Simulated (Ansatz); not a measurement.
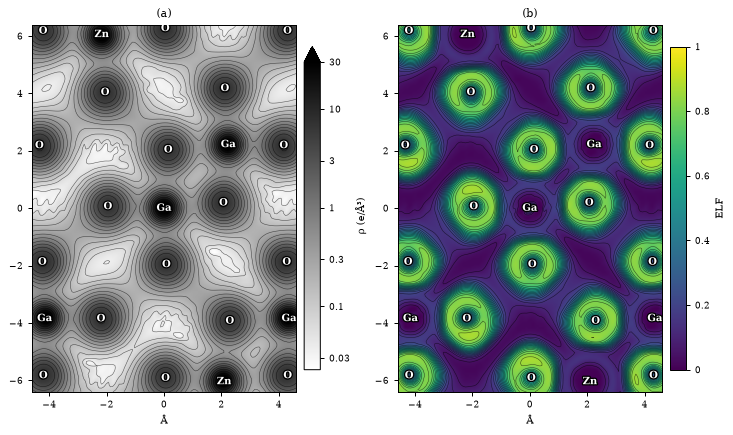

*ZnGa$_{15}$O$_{24}$ (cell charge −1, with a compensating background) (cell with a defect). (a) valence pseudo-density; (b) electron localisation function on the (11̄0) plane of the calculation cell.*

These are results of DFT PBE, scalar-relativistic, plane waves, PAW (Ansatz), not measurements.

In a PAW calculation such maps are meaningful between the atoms, not at the nuclei.

Question: What do the fields say about this system?

Answer:
- Atoms in the plane: Zn, Ga and O.
- Zn–O (2.03 Å): the density is about 0.51 e/Å³ at the midpoint; the ELF peaks at about 0.85 in the valence shell of O, 0.6 Å from its nucleus, and is about 0.20 at the midpoint; no shared electron pair shows on this line.
- Ga–O (1.95 Å): ρ at the midpoint is about 0.67 e/Å³; the ELF peaks at about 0.85 in the valence shell of O, 0.6 Å from its nucleus, and is about 0.35 at the midpoint.
- Ga–O (1.97 Å): ρ at the midpoint is about 0.62 e/Å³; the ELF peaks at about 0.85 in the valence shell of O, 0.6 Å from its nucleus, and is about 0.30 at the midpoint.
- Ga–O (2.00 Å): ρ is about 0.6 e/Å³ halfway; the ELF peaks at about 0.85 in the valence shell of O, 0.6 Å from its nucleus, and is about 0.30 at the midpoint.
- Ga–O (2.05 Å): the density is about 0.54 e/Å³ at the midpoint; the ELF peaks at about 0.85 in the valence shell of O, 0.6 Å from its nucleus, and is about 0.30 at the midpoint.
- Between the atoms the lowest density in this plane is 0.02 e/Å³.
- The ELF also peaks beside O, away from the bonds: lone-pair regions.

Question: Does the calculation give a band gap?

Answer: It is gapped, with a Kohn–Sham gap of 2.8 eV on the k-point mesh, an upper bound to the gap of this method.
